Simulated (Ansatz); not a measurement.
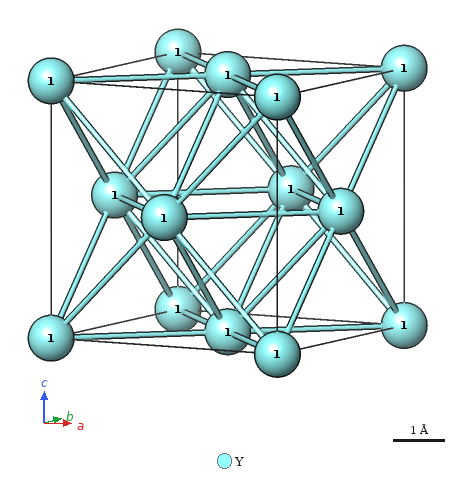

The starting point is crystalline Y (set up in Fm-3m). A ball-and-stick model of the conventional cell (4 times the calculation's cell), seen from a free direction. Lengths and directions refer to the drawn axes.

Theory: DFT, PBEsol, PAW with Ansatz's default frozen-core files, scalar-relativistic (Ansatz 0.2.0). Set-up: plane-wave cutoff 420 eV; k-point mesh 12 × 12 × 12; occupations fermi dirac; smearing width 0.03 eV; no spin polarisation.

Change: All lengths are scaled by +1.3 % (volume +4.0 %), the atoms keeping their fractional coordinates. No relaxation follows.

Predict the response.

It costs 28.5 meV per atom. Pressure: −2.8 GPa before, −4.0 GPa after. All forces vanish by symmetry. Near-neighbour distances before and after: Y–Y 3.609 → 3.657 Å. The space group stays Fm-3m (No. 225).
